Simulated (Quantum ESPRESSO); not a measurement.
Band-structure run, with input and output: PbS (part 3 of 3)

PbS (4 atoms in the cell); Kohn-Sham DFT of a periodic cell, r2SCAN, SG15 PBE 1.2, no spin polarisation (Quantum ESPRESSO 7.5); cutoff 761.92 eV, 6×6×5 k-mesh, fermi-dirac of 0.05 eV. The structure derives from a Materials Project entry.

Geometry of the input (Å; fractional positions):
```
2.0800  -5.9913  0.0000
2.0800  5.9913  0.0000
0.0000  0.0000  4.2793
Pb 0.1306  0.8694  0.2500
Pb 0.8694  0.1306  0.7500
S  0.3548  0.6452  0.2500
S  0.6452  0.3548  0.7500
```

What the program printed, continued
```
    -8.2347  -8.1727  -8.1293  -8.1017  -8.0935  -8.0707  -8.0685  -8.0594
    -8.0533  -8.0166  -4.7250  -3.8203  -0.2418   0.4271   4.4887   5.0080
     5.7334   6.6777   6.7932   7.4290  10.4673  11.1212  11.3895  12.9244
    13.2261  13.8178  15.8584  17.2471

          k = 0.5088-0.0589 0.0000 (  5071 PWs)   bands (ev):

    -8.1736  -8.1678  -8.1295  -8.1074  -8.0927  -8.0810  -8.0776  -8.0641
    -8.0395  -8.0155  -4.3925  -4.2387  -0.7267   0.0679   5.3463   6.5744
     6.6353   6.8344   7.4470   7.5775   9.7893  10.0222  10.3554  11.1037
    11.3673  13.9929  16.6578  17.3847

          k = 0.5088-0.0589 0.1979 (  5092 PWs)   bands (ev):

    -8.2116  -8.2059  -8.1307  -8.1043  -8.0911  -8.0811  -8.0623  -8.0531
    -8.0391  -8.0211  -4.2233  -4.0950  -0.4745   0.2443   4.9725   5.1515
     5.8382   6.3516   6.5880   6.9292  10.2386  11.1342  11.8358  12.4534
    13.0915  13.7576  15.4769  16.3313

          k = 0.5088-0.0589 0.3957 (  5093 PWs)   bands (ev):

    -8.2719  -8.2691  -8.1258  -8.1047  -8.0871  -8.0776  -8.0441  -8.0433
    -8.0296  -8.0232  -3.9167  -3.8645   0.1500   0.5112   3.7291   3.8222
     5.0440   5.2526   6.1766   6.5087  11.1815  12.2576  13.4828  13.6541
    14.5562  14.6058  14.9749  15.5042

          k = 0.5088-0.0589-0.3957 (  5093 PWs)   bands (ev):

    -8.2719  -8.2691  -8.1258  -8.1047  -8.0871  -8.0776  -8.0441  -8.0433
    -8.0296  -8.0232  -3.9167  -3.8645   0.1500   0.5112   3.7291   3.8222
     5.0440   5.2526   6.1766   6.5087  11.1815  12.2576  13.4828  13.6541
    14.5562  14.6058  14.9749  15.5042

          k = 0.5088-0.0589-0.1979 (  5092 PWs)   bands (ev):

    -8.2116  -8.2059  -8.1307  -8.1043  -8.0911  -8.0811  -8.0623  -8.0531
    -8.0391  -8.0211  -4.2233  -4.0950  -0.4745   0.2443   4.9725   5.1515
     5.8382   6.3516   6.5880   6.9292  10.2386  11.1342  11.8358  12.4534
    13.0915  13.7576  15.4769  16.3313

          k = 0.6784 0.0000 0.0000 (  5098 PWs)   bands (ev):

    -8.2165  -8.1390  -8.1202  -8.0998  -8.0925  -8.0816  -8.0779  -8.0682
    -8.0356  -8.0262  -4.7927  -4.0549  -0.8554   0.7342   5.7854   6.1585
     6.3240   6.6938   7.0757   7.4911   9.7570  10.3756  10.6051  11.4592
    12.4364  13.9750  15.9623  17.2156

          k = 0.6784 0.0000 0.1979 (  5089 PWs)   bands (ev):

    -8.2315  -8.1705  -8.1247  -8.0997  -8.0864  -8.0838  -8.0739  -8.0475
    -8.0402  -8.0345  -4.5912  -3.9559  -0.6783   0.6804   4.4977   5.7059
     6.3318   6.4787   6.5083   7.5729   9.5299  11.1715  11.3307  12.2272
    13.6581  13.7571  15.5631  16.3698

          k = 0.6784 0.0000 0.3957 (  5087 PWs)   bands (ev):

    -8.2549  -8.2353  -8.1248  -8.1078  -8.0855  -8.0690  -8.0511  -8.0484
    -8.0342  -8.0338  -4.1493  -3.8754  -0.2371   0.3232   3.8522   4.6185
     5.4192   6.3142   6.5708   6.6686  10.2632  11.5472  12.9800  13.3625
    14.1559  14.4376  14.8621  15.0058

          k = 0.6784 0.0000-0.3957 (  5087 PWs)   bands (ev):

    -8.2549  -8.2353  -8.1248  -8.1078  -8.0855  -8.0690  -8.0511  -8.0484
    -8.0342  -8.0338  -4.1493  -3.8754  -0.2371   0.3232   3.8522   4.6185
     5.4192   6.3142   6.5708   6.6686  10.2632  11.5472  12.9800  13.3625
    14.1559  14.4376  14.8621  15.0058

          k = 0.6784 0.0000-0.1979 (  5089 PWs)   bands (ev):

    -8.2315  -8.1705  -8.1247  -8.0997  -8.0864  -8.0838  -8.0739  -8.0475
    -8.0402  -8.0345  -4.5912  -3.9559  -0.6783   0.6804   4.4977   5.7059
     6.3318   6.4787   6.5083   7.5729   9.5299  11.1715  11.3307  12.2272
    13.6581  13.7571  15.5631  16.3699

          k =-0.1696-0.2944 0.0000 (  5122 PWs)   bands (ev):

    -8.2671  -8.1270  -8.1084  -8.1005  -8.0886  -8.0828  -8.0822  -8.0651
    -8.0342  -8.0276  -5.2421  -4.0576  -0.3124   1.5106   5.4518   5.5053
     5.8322   6.3030   6.8807   7.3792   9.6106  11.9137  12.1703  12.8601
    13.6358  13.9717  14.6739  16.5612

          k =-0.1696-0.2944 0.1979 (  5092 PWs)   bands (ev):

    -8.2531  -8.1381  -8.1099  -8.0997  -8.0856  -8.0836  -8.0752  -8.0640
    -8.0454  -8.0294  -5.0278  -3.9892  -0.4714   1.0055   4.6935   5.8770
     6.0036   6.6683   7.3827   7.4446   9.8049  10.6073  11.8127  12.3659
    13.6383  13.9793  15.7970  16.4380

          k =-0.1696-0.2944 0.3957 (  5086 PWs)   bands (ev):

    -8.2232  -8.1832  -8.1185  -8.1055  -8.0793  -8.0708  -8.0625  -8.0555
    -8.0463  -8.0382  -4.4949  -4.0293  -0.5952  -0.0032   4.9616   5.9642
     6.3255   6.7408   6.9283   7.5671   9.7993  10.5162  11.6903  12.0357
    12.9501  13.3617  15.7156  16.4011

          k =-0.1696-0.2944-0.3957 (  5086 PWs)   bands (ev):

    -8.2232  -8.1832  -8.1185  -8.1055  -8.0793  -8.0708  -8.0625  -8.0555
    -8.0463  -8.0382  -4.4949  -4.0293  -0.5952  -0.0032   4.9616   5.9642
     6.3255   6.7408   6.9283   7.5671   9.7993  10.5162  11.6903  12.0357
    12.9501  13.3617  15.7156  16.4011

          k =-0.1696-0.2944-0.1979 (  5092 PWs)   bands (ev):

    -8.2531  -8.1381  -8.1099  -8.0997  -8.0856  -8.0836  -8.0752  -8.0640
    -8.0454  -8.0294  -5.0278  -3.9892  -0.4714   1.0055   4.6935   5.8770
     6.0036   6.6683   7.3827   7.4446   9.8049  10.6073  11.8127  12.3659
    13.6383  13.9793  15.7970  16.4380

          k =-0.0000-0.2355 0.0000 (  5101 PWs)   bands (ev):

    -8.2911  -8.1350  -8.1040  -8.1007  -8.0983  -8.0834  -8.0803  -8.0542
    -8.0298  -8.0235  -5.4522  -4.0282   0.0949   1.8769   5.1654   5.1960
     5.2935   6.1889   6.5540   7.4805  10.2620  12.8246  13.0132  13.4494
    13.9688  14.4500  14.7915  15.6578

          k =-0.0000-0.2355 0.1979 (  5107 PWs)   bands (ev):

    -8.2647  -8.1379  -8.1110  -8.0939  -8.0919  -8.0783  -8.0761  -8.0627
    -8.0396  -8.0260  -5.2356  -3.9835  -0.3065   1.1160   5.2434   5.6147
     5.8372   6.7632   6.8812   7.3846  10.3839  11.0978  12.3672  12.9307
    13.3759  13.7065  15.0189  16.2768

          k =-0.0000-0.2355 0.3957 (  5083 PWs)   bands (ev):

    -8.2120  -8.1683  -8.1050  -8.0977  -8.0889  -8.0816  -8.0569  -8.0530
    -8.0528  -8.0367  -4.6685  -4.1058  -0.6794  -0.0893   5.8490   6.4126
     6.5034   6.9872   7.1440   7.8863   9.6801  10.6633  11.1975  11.6355
    11.7418  12.4553  17.1280  17.4633

          k =-0.0000-0.2355-0.3957 (  5083 PWs)   bands (ev):

    -8.2120  -8.1683  -8.1050  -8.0977  -8.0889  -8.0816  -8.0569  -8.0530
    -8.0528  -8.0367  -4.6685  -4.1058  -0.6794  -0.0893   5.8490   6.4126
     6.5034   6.9872   7.1440   7.8863   9.6801  10.6633  11.1975  11.6355
    11.7418  12.4553  17.1280  17.4633

          k =-0.0000-0.2355-0.1979 (  5107 PWs)   bands (ev):

    -8.2647  -8.1379  -8.1110  -8.0939  -8.0919  -8.0783  -8.0761  -8.0627
    -8.0396  -8.0260  -5.2356  -3.9835  -0.3065   1.1160   5.2434   5.6147
     5.8372   6.7632   6.8812   7.3846  10.3839  11.0978  12.3672  12.9307
    13.3759  13.7065  15.0189  16.2768

          k = 0.1696-0.1766 0.0000 (  5108 PWs)   bands (ev):

    -8.2721  -8.1331  -8.1132  -8.0966  -8.0932  -8.0880  -8.0783  -8.0638
    -8.0356  -8.0169  -5.3518  -3.8899  -0.0843   1.3922   4.7459   5.3549
     5.6660   6.4732   6.7787   7.4195  11.0643  11.9713  12.2056  12.7634
    13.7092  13.8485  14.8211  16.2714

          k = 0.1696-0.1766 0.1979 (  5095 PWs)   bands (ev):

    -8.2550  -8.1428  -8.1162  -8.1031  -8.0898  -8.0807  -8.0719  -8.0657
    -8.0435  -8.0225  -5.1264  -3.8582  -0.2629   0.9723   4.7087   4.9846
     5.8488   6.7391   7.3927   7.4279  10.6002  11.2635  11.5338  12.7134
    13.2600  13.9118  15.9864  16.6983

          k = 0.1696-0.1766 0.3957 (  5084 PWs)   bands (ev):

    -8.2216  -8.1825  -8.1228  -8.1116  -8.0832  -8.0725  -8.0586  -8.0545
    -8.0495  -8.0335  -4.5538  -3.9999  -0.4200   0.1001   5.0025   5.5734
     5.9106   6.4798   6.8352   7.4438  10.5515  10.9007  11.8828  12.2399
    12.5221  13.3632  16.5820  17.3305

          k = 0.1696-0.1766-0.3957 (  5084 PWs)   bands (ev):

    -8.2216  -8.1825  -8.1228  -8.1116  -8.0832  -8.0725  -8.0586  -8.0545
    -8.0495  -8.0335  -4.5538  -3.9999  -0.4200   0.1001   5.0025   5.5734
     5.9106   6.4798   6.8352   7.4438  10.5515  10.9007  11.8828  12.2399
    12.5221  13.3632  16.5820  17.3305

          k = 0.1696-0.1766-0.1979 (  5095 PWs)   bands (ev):

    -8.2550  -8.1428  -8.1162  -8.1031  -8.0898  -8.0807  -8.0719  -8.0657
    -8.0435  -8.0225  -5.1264  -3.8582  -0.2629   0.9723   4.7087   4.9846
     5.8488   6.7391   7.3927   7.4279  10.6002  11.2635  11.5338  12.7134
    13.2600  13.9118  15.9864  16.6982

          k =-0.5088 0.1766 0.0000 (  5086 PWs)   bands (ev):

    -8.1731  -8.1685  -8.1243  -8.1162  -8.0939  -8.0805  -8.0768  -8.0507
    -8.0485  -8.0161  -4.3903  -4.2418  -0.6980   0.0271   5.8485   5.9238
     6.6458   6.8217   7.4797   7.5761  10.0146  10.0612  10.3839  11.1257
    11.3302  13.6562  16.6239  17.8241

          k =-0.5088 0.1766 0.1979 (  5078 PWs)   bands (ev):

    -8.2142  -8.2030  -8.1335  -8.0996  -8.0890  -8.0728  -8.0709  -8.0616
    -8.0386  -8.0169  -4.2213  -4.0976  -0.4503   0.2100   5.0423   5.2492
     5.8600   6.1272   6.5298   6.9326  10.8391  11.1192  11.3928  12.3244
    13.1154  13.5194  15.8688  16.6322

          k =-0.5088 0.1766 0.3957 (  5108 PWs)   bands (ev):

    -8.2727  -8.2672  -8.1320  -8.1111  -8.0740  -8.0713  -8.0501  -8.0438
    -8.0313  -8.0229  -3.9158  -3.8655   0.1591   0.4970   3.7542   3.8957
     4.9897   5.0395   6.4122   6.4793  11.3017  12.1612  13.1778  13.3044
    14.5662  14.5995  15.6136  16.1244

          k =-0.3392 0.2355 0.0000 (  5096 PWs)   bands (ev):

    -8.2190  -8.1388  -8.1184  -8.1035  -8.0965  -8.0837  -8.0736  -8.0646
    -8.0408  -8.0211  -4.8511  -3.9896  -0.7262   0.6365   5.6427   6.0499
     6.0723   6.7776   7.0548   7.5425  10.3617  10.5170  10.7421  11.3210
    12.3005  13.7881  16.1936  16.9716

          k =-0.3392 0.2355 0.1979 (  5090 PWs)   bands (ev):

    -8.2326  -8.1711  -8.1279  -8.0975  -8.0896  -8.0767  -8.0723  -8.0573
    -8.0476  -8.0226  -4.6421  -3.9043  -0.5556   0.6119   4.5202   5.6386
     5.8400   6.4980   6.6431   7.5335  10.2001  10.9367  11.3763  12.4204
    13.2021  13.8604  15.8483  16.8600

          k =-0.3392 0.2355 0.3957 (  5089 PWs)   bands (ev):

    -8.2553  -8.2353  -8.1294  -8.1118  -8.0762  -8.0666  -8.0526  -8.0498
    -8.0405  -8.0295  -4.1761  -3.8613  -0.1472   0.3363   3.9011   4.6880
     5.2560   5.9188   6.5115   6.7131  10.7724  11.7375  12.5701  13.3919
    13.6516  14.4811  15.4479  15.8500

          k =-0.3392 0.2355-0.3957 (  5089 PWs)   bands (ev):

    -8.2553  -8.2353  -8.1294  -8.1118  -8.0762  -8.0666  -8.0526  -8.0498
    -8.0405  -8.0295  -4.1761  -3.8613  -0.1472   0.3363   3.9011   4.6880
     5.2560   5.9188   6.5115   6.7131  10.7724  11.7375  12.5701  13.3919
    13.6516  14.4811  15.4480  15.8500

          k =-0.3392 0.2355-0.1979 (  5090 PWs)   bands (ev):

    -8.2326  -8.1711  -8.1279  -8.0975  -8.0896  -8.0767  -8.0723  -8.0573
    -8.0476  -8.0226  -4.6421  -3.9043  -0.5556   0.6119   4.5202   5.6386
     5.8400   6.4980   6.6431   7.5335  10.2001  10.9367  11.3763  12.4204
    13.2021  13.8604  15.8483  16.8599

          k =-0.1696 0.2944 0.0000 (  5122 PWs)   bands (ev):

    -8.2671  -8.1270  -8.1084  -8.1005  -8.0886  -8.0828  -8.0822  -8.0651
    -8.0342  -8.0276  -5.2421  -4.0576  -0.3124   1.5106   5.4518   5.5053
     5.8322   6.3030   6.8807   7.3792   9.6106  11.9137  12.1703  12.8601
    13.6358  13.9717  14.6739  16.5612

          k =-0.1696 0.2944 0.1979 (  5092 PWs)   bands (ev):

    -8.2531  -8.1381  -8.1099  -8.0997  -8.0856  -8.0836  -8.0752  -8.0640
    -8.0454  -8.0294  -5.0278  -3.9892  -0.4714   1.0055   4.6935   5.8770
     6.0036   6.6683   7.3827   7.4446   9.8049  10.6073  11.8127  12.3659
    13.6383  13.9793  15.7970  16.4380

          k =-0.1696 0.2944 0.3957 (  5086 PWs)   bands (ev):

    -8.2232  -8.1832  -8.1185  -8.1055  -8.0793  -8.0708  -8.0625  -8.0555
    -8.0463  -8.0382  -4.4949  -4.0293  -0.5952  -0.0032   4.9616   5.9642
     6.3255   6.7408   6.9283   7.5671   9.7993  10.5162  11.6903  12.0357
    12.9501  13.3617  15.7156  16.4010

          k =-0.1696 0.2944-0.3957 (  5086 PWs)   bands (ev):

    -8.2232  -8.1832  -8.1185  -8.1055  -8.0793  -8.0708  -8.0625  -8.0555
    -8.0463  -8.0382  -4.4949  -4.0293  -0.5952  -0.0032   4.9616   5.9642
     6.3255   6.7408   6.9283   7.5671   9.7993  10.5162  11.6903  12.0357
    12.9501  13.3617  15.7156  16.4010

          k =-0.1696 0.2944-0.1979 (  5092 PWs)   bands (ev):

    -8.2531  -8.1381  -8.1099  -8.0997  -8.0856  -8.0836  -8.0752  -8.0640
    -8.0454  -8.0294  -5.0278  -3.9892  -0.4714   1.0055   4.6935   5.8770
     6.0036   6.6683   7.3827   7.4446   9.8049  10.6073  11.8127  12.3659
    13.6383  13.9793  15.7970  16.4380

          k =-1.0177 0.0000 0.0000 (  5104 PWs)   bands (ev):

    -8.2882  -8.1213  -8.1210  -8.0933  -8.0875  -8.0832  -8.0821  -8.0524
    -8.0478  -8.0191  -5.3780  -4.1475  -0.0092   1.9019   5.2325   5.3000
     5.9185   6.0694   6.6220   7.4501   9.2929  12.6653  13.2951  13.4445
    13.6719  14.4055  14.9130  16.0492

          k =-1.0177 0.0000 0.1979 (  5094 PWs)   bands (ev):

    -8.2638  -8.1326  -8.1066  -8.0927  -8.0900  -8.0836  -8.0687  -8.0625
    -8.0524  -8.0245  -5.1687  -4.0784  -0.3995   1.0964   5.5570   5.7142
     6.0291   6.8186   6.9753   7.4103   9.5257  10.7892  12.4798  13.1114
    13.4384  13.6994  15.0688  16.5021

          k =-1.0177 0.0000 0.3957 (  5082 PWs)   bands (ev):

    -8.2143  -8.1693  -8.1005  -8.0937  -8.0854  -8.0816  -8.0584  -8.0528
    -8.0525  -8.0395  -4.6284  -4.1285  -0.7729  -0.1657   6.3696   6.4795
     6.6371   6.9927   7.1927   7.9029   9.4601  10.0407  11.2913  11.6875
    11.8483  12.2733  17.0129  17.3227

     the Fermi energy is     8.6401 ev

!    total energy              =    -265.59999356 Ry
     estimated scf accuracy    <          5.7E-09 Ry
     smearing contrib. (-TS)   =      -0.00000000 Ry
     internal energy E=F+TS    =    -265.59999356 Ry

     The total energy is F=E-TS. E is the sum of the following terms:
     one-electron contribution =     -62.87841613 Ry
     hartree contribution      =      52.08055955 Ry
     xc contribution           =     -35.83162271 Ry
     ewald contribution        =    -218.97051427 Ry

     convergence has been achieved in  10 iterations

     Forces acting on atoms (cartesian axes, Ry/au):

     atom    1 type  1   force =    -0.00000095   -0.00593213    0.00000382
     atom    2 type  1   force =     0.00000200    0.00593560   -0.00000854
     atom    3 type  2   force =    -0.00000056    0.00084811    0.00000268
     atom    4 type  2   force =    -0.00000050   -0.00085157    0.00000204

     Total force =     0.008477     Total SCF correction =     0.000277

     Computing stress (Cartesian axis) and pressure

          total   stress  (Ry/bohr**3)                   (kbar)     P=       -9.69
  -0.00006364   0.00000000   0.00000000           -9.36        0.00        0.00
   0.00000000  -0.00006318   0.00000000            0.00       -9.29        0.00
   0.00000000   0.00000000  -0.00007088            0.00        0.00      -10.43

=------------------------------------------------------------------------------=
   JOB DONE.
=------------------------------------------------------------------------------=
```

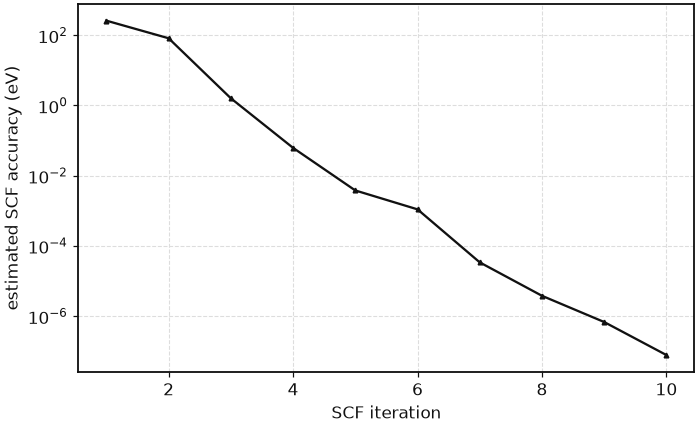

Figure 1. Convergence of the self-consistent field: estimated SCF accuracy against the iteration. The field takes 10 iterations in all.

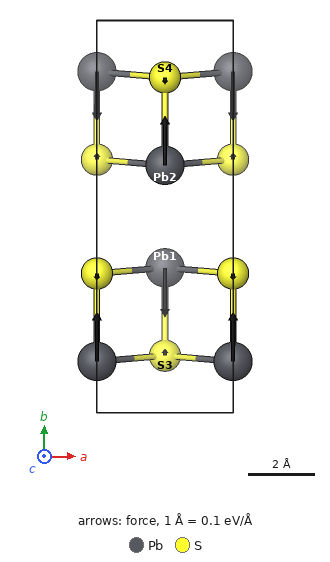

Figure 2. Forces on the atoms as black arrows (ball-and-stick view of the cell 2 times as large as that of the calculation, set on its symmetry axes, along the c axis; atoms are numbered from 1 in the order of the input). The largest act on Pb1, Pb2 (0.15 eV/Å). The geometry is not a stationary point of this energy.

Results in brief

```tsv
quantity	value
outcome	converged
space group (tolerance 0.01 Å)	Cmcm (63)
electrons treated	40
free energy	−3613.6720 eV
Fermi energy	8.640 eV
gap on the k-point mesh	1.39 eV
gap on the band path	1.39 eV
pressure	−0.97 GPa
largest force (length of the vector)	0.153 eV/Å
wall time	11 min (CPU time 44 min)
peak memory	0.52 GiB
```

Further notes kept with the run: potentials made for another functional. Points of doubt noted for this run: potentials made for another functional. Spin–orbit coupling is left out, which matters for Pb.
